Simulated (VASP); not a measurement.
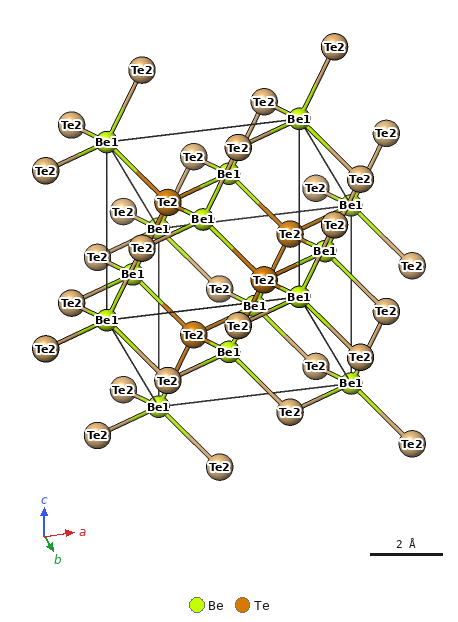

**Figure 1.** The input geometry (ball-and-stick view of the cell 4 times as large as that of the calculation, set on its symmetry axes, seen at an oblique angle; neighbours outside the cell are drawn fainter; atoms are numbered from 1 in the order of the input). An atom can appear more than once, as a periodic image. Near neighbours in the periodic cell (some may lie outside the picture): Be has 4 Te at 2.40 Å; Te has 4 Be at 2.40 Å.

# Band-structure calculation, with input and output: BeTe

BeTe (F-43m, 2 atoms in the cell), computed with DFT, PBE, plane waves, PAW (VASP 6.6.1).

The structure was built on a prototype by a generator. The geometry comes from this level: r2SCAN (a point of a series of strains). It belongs to a series of runs on one base structure; here: hydrostatic strain -2.0%.

INCAR:
```
ENCUT = 520.000000
SIGMA = 0.020000
EDIFF = 1.00e-07
GGA = PE
PREC = Accurate
IBRION = -1
ISIF = 2
ISMEAR = -1
NBANDS = 11
NELM = 120
NSW = 0
LASPH = .TRUE.
LCHARG = .TRUE.
LELF = .TRUE.
LWAVE = .FALSE.
LREAL = .FALSE.
```

KPOINTS:
```
KPOINTS created by Atomic Simulation Environment
0
Gamma
8 8 8
0 0 0
```

KPOINTS_OPT:
```
special points
7
Reciprocal
0.0000000000 0.0000000000 0.0000000000 1
-0.5000000000 -0.5000000000 0.0000000000 1
-0.3750000000 -0.3750000000 0.2500000000 1
-0.3750000000 0.0000000000 0.3750000000 1
0.0000000000 0.0000000000 0.5000000000 1
-0.5000000000 -0.2500000000 0.2500000000 1
0.0000000000 0.5000000000 0.5000000000 1
```

POSCAR:
```
Be Te
 1.0000000000000000
     0.0000000000000000    2.7720511529000000    2.7720511529000000
     2.7720511529000000    0.0000000000000000    2.7720511529000000
     2.7720511529000000    2.7720511529000000    0.0000000000000000
 Be  Te
   1   1
Cartesian
  0.0000000000000000  0.0000000000000000  0.0000000000000000
  1.3860255764500002  1.3860255764500002  1.3860255764500002
```

Launch command:
```bash
mpirun -np 1 vasp_std
```

OSZICAR:
```
N       E                     dE             d eps       ncg     rms          rms(c)
DAV:   1     0.185400652189E+02    0.18540E+02   -0.33282E+03   638   0.591E+02
DAV:   2    -0.676180086928E+01   -0.25302E+02   -0.24495E+02   819   0.920E+01
DAV:   3    -0.775055236471E+01   -0.98875E+00   -0.98747E+00   867   0.196E+01
DAV:   4    -0.776027277552E+01   -0.97204E-02   -0.97196E-02   749   0.214E+00
DAV:   5    -0.776047868800E+01   -0.20591E-03   -0.20591E-03   853   0.308E-01    0.444E+00
DAV:   6    -0.762520347217E+01    0.13528E+00   -0.16692E-01   743   0.168E+00    0.265E+00
DAV:   7    -0.758653325657E+01    0.38670E-01   -0.12416E-01   773   0.155E+00    0.561E-01
DAV:   8    -0.758703368917E+01   -0.50043E-03   -0.72303E-03   731   0.496E-01    0.906E-02
DAV:   9    -0.758728701139E+01   -0.25332E-03   -0.36524E-04   753   0.113E-01    0.358E-02
DAV:  10    -0.758735139871E+01   -0.64387E-04   -0.83830E-05   726   0.478E-02    0.179E-02
DAV:  11    -0.758735252165E+01   -0.11229E-05   -0.24767E-06   838   0.904E-03    0.133E-02
DAV:  12    -0.758735467622E+01   -0.21546E-05   -0.49272E-06   692   0.131E-02    0.994E-03
DAV:  13    -0.758735479228E+01   -0.11606E-06   -0.45236E-08   792   0.150E-03    0.348E-03
DAV:  14    -0.758735494890E+01   -0.15663E-06   -0.91060E-09   441   0.543E-04    0.576E-04
DAV:  15    -0.758735499657E+01   -0.47671E-07   -0.23634E-09   343   0.250E-04
   1 F= -.75873550E+01 E0= -.75873550E+01  d E =-.260410E-10
       N       E                     dE             ncg
DAV:   1     0.589489440715E+03   -0.15134E+04      154
DAV:   2     0.408569466723E+03   -0.18092E+03      224
DAV:   3     0.401468713445E+03   -0.71008E+01      212
DAV:   4     0.401394396654E+03   -0.74317E-01      190
DAV:   5     0.401392823311E+03   -0.15733E-02      219
DAV:   6     0.401392783947E+03   -0.39364E-04      189
DAV:   7     0.401392782507E+03   -0.14397E-05      213
DAV:   8     0.401392782450E+03   -0.57767E-07      171
```

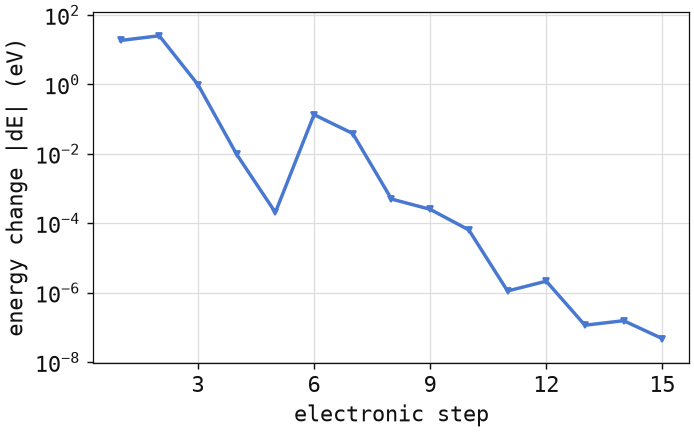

**Figure 2.** Convergence of the self-consistent field: energy change |dE| against the electronic step. It takes 15 electronic steps. The density is held fixed in the first few steps, and dE rises again when its update begins.

Parts of OUTCAR:
```
k-points           NKPTS =     29   k-points in BZ     NKDIM =     29   number of bands    NBANDS=     11

   NELECT =       8.0000    total number of electrons

   dimension x,y,z NGX =    30 NGY =   30 NGZ =   30
   dimension x,y,z NGXF=    60 NGYF=   60 NGZF=   60

  energy-cutoff  :      520.00
  volume of cell :       42.60
      direct lattice vectors                 reciprocal lattice vectors
     0.000000000  2.772051153  2.772051153    -0.180371852  0.180371852  0.180371852
     2.772051153  0.000000000  2.772051153     0.180371852 -0.180371852  0.180371852
     2.772051153  2.772051153  0.000000000     0.180371852  0.180371852 -0.180371852

 k-points in reciprocal lattice and weights: KPOINTS created by Atomic Simulation Env
   0.00000000  0.00000000  0.00000000       0.002
   0.12500000  0.00000000  0.00000000       0.016
   0.25000000  0.00000000  0.00000000       0.016
   0.37500000  0.00000000  0.00000000       0.016
   0.50000000  0.00000000  0.00000000       0.008
   0.12500000  0.12500000  0.00000000       0.012
   0.25000000  0.12500000  0.00000000       0.047
   0.37500000  0.12500000  0.00000000       0.047
   0.50000000  0.12500000  0.00000000       0.047
  -0.37500000  0.12500000  0.00000000       0.047
  -0.25000000  0.12500000  0.00000000       0.047
  -0.12500000  0.12500000  0.00000000       0.023
   0.25000000  0.25000000  0.00000000       0.012
   0.37500000  0.25000000  0.00000000       0.047
   0.50000000  0.25000000  0.00000000       0.047
  -0.37500000  0.25000000  0.00000000       0.047
  -0.25000000  0.25000000  0.00000000       0.023
   0.37500000  0.37500000  0.00000000       0.012
   0.50000000  0.37500000  0.00000000       0.047
  -0.37500000  0.37500000  0.00000000       0.023
   0.50000000  0.50000000  0.00000000       0.006
   0.37500000  0.25000000  0.12500000       0.047
   0.50000000  0.25000000  0.12500000       0.094
  -0.37500000  0.25000000  0.12500000       0.047
   0.50000000  0.37500000  0.12500000       0.047
  -0.37500000  0.37500000  0.12500000       0.094
  -0.25000000  0.37500000  0.12500000       0.047
  -0.37500000  0.50000000  0.12500000       0.023
  -0.25000000  0.50000000  0.25000000       0.012

 E-fermi :   6.0185

 k-point     1 :       0.0000    0.0000    0.0000
  band No.  band energies     occupation
      1      -6.9809      2.00000
      2       5.6383      2.00000
      3       5.6383      2.00000
      4       5.6383      2.00000
      5       9.2047      0.00000
      6       9.2047      0.00000
      7       9.2047      0.00000
      8       9.8124      0.00000
      9      14.0218      0.00000
     10      15.9811      0.00000
     11      15.9811      0.00000

 k-point     2 :       0.1250    0.0000    0.0000
  band No.  band energies     occupation
      1      -6.8228      2.00000
      2       4.2610      2.00000
      3       5.3813      2.00000
      4       5.3813      2.00000
      5       9.2499      0.00000
      6       9.5728      0.00000
      7       9.5728      0.00000
      8      11.0351      0.00000
      9      14.4433      0.00000
     10      14.9895      0.00000
     11      14.9895      0.00000

 k-point     3 :       0.2500    0.0000    0.0000
  band No.  band energies     occupation
      1      -6.3839      2.00000
      2       2.1528      2.00000
      3       4.9098      2.00000
      4       4.9098      2.00000
      5       9.0595      0.00000
      6      10.1250      0.00000
      7      10.1250      0.00000
      8      12.9122      0.00000
      9      14.7118      0.00000
     10      14.7118      0.00000
     11      14.7773      0.00000

 k-point     4 :       0.3750    0.0000    0.0000
  band No.  band energies     occupation
      1      -5.8164      2.00000
      2       0.4722      2.00000
      3       4.5515      2.00000
      4       4.5515      2.00000
      5       8.8996      0.00000
      6      10.2443      0.00000
      7      10.2443      0.00000
      8      13.5091      0.00000
      9      15.6708      0.00000
     10      15.8194      0.00000
     11      15.8194      0.00000

 k-point     5 :       0.5000    0.0000    0.0000
  band No.  band energies     occupation
      1      -5.5141      2.00000
      2      -0.2127      2.00000
      3       4.4234      2.00000
      4       4.4234      2.00000
      5       8.8425      0.00000
      6      10.2037      0.00000
      7      10.2037      0.00000
      8      13.4347      0.00000
      9      16.7916      0.00000
     10      17.3201      0.00000
     11      17.3201      0.00000

 [... the levels of 23 k-points are left out ...]

 k-point    29 :      -0.2500    0.5000    0.2500
  band No.  band energies     occupation
      1      -4.9334      2.00000
      2       0.8417      2.00000
      3       1.6861      2.00000
      4       2.1974      2.00000
      5      10.9455      0.00000
      6      11.1417      0.00000
      7      11.2917      0.00000
      8      12.0022      0.00000
      9      16.7713      0.00000
     10      17.7271      0.00000
     11      18.6869      0.00000

  Total        1.1416901      1.1416901      1.1416901      0.0000000      0.0000000     -0.0000000
  in kB       42.9363496     42.9363496     42.9363496      0.0000000      0.0000000     -0.0000000
  external PRESSURE =      42.9363496 kB  Pullay stress =       0.0000000 kB

 POSITION                                       TOTAL-FORCE (eV/Angst)
 -----------------------------------------------------------------------------------
      0.00000      0.00000      0.00000         0.000000      0.000000      0.000000
      1.38603      1.38603      1.38603        -0.000000     -0.000000     -0.000000
 -----------------------------------------------------------------------------------
    total drift:                                0.000000      0.000000      0.000000

  FREE ENERGIE OF THE ION-ELECTRON SYSTEM (eV)
  ---------------------------------------------------
  free  energy   TOTEN  =        -7.5873549966 eV

  energy  without entropy=       -7.5873549965  energy(sigma->0) =       -7.58735500
```

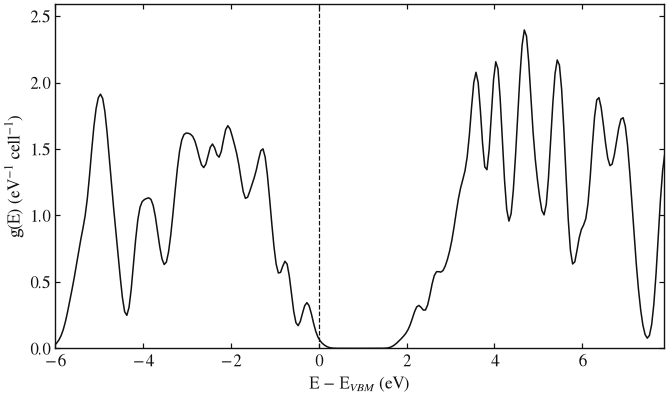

**Figure 3.** Density of states (the curve is built from the levels of the k mesh with Gaussians 0.3 eV wide, which also blur the band edges), with energies from the valence-band top. There is a gap of 1.85 eV on the k-point mesh. Small ripples come from the finite k-point mesh.

Summary:

```json
{"quantity": "outcome", "value": "converged"}
{"quantity": "space group (tolerance 0.01 Å)", "value": "F-43m (216)"}
{"quantity": "electrons treated", "value": "8"}
{"quantity": "free energy", "value": "−7.5874 eV"}
{"quantity": "Fermi energy", "value": "6.019 eV"}
{"quantity": "band gap", "value": "1.85 eV"}
{"quantity": "pressure", "value": "4.29 GPa"}
{"quantity": "largest force (length of the vector)", "value": "under 0.001 eV/Å"}
{"quantity": "hardware", "value": "1 CPU thread, shared host"}
{"quantity": "wall time", "value": "13 s"}
{"quantity": "peak memory", "value": "0.18 GiB"}
```

Remarks:

Spin-orbit coupling is left out, which matters for Te.
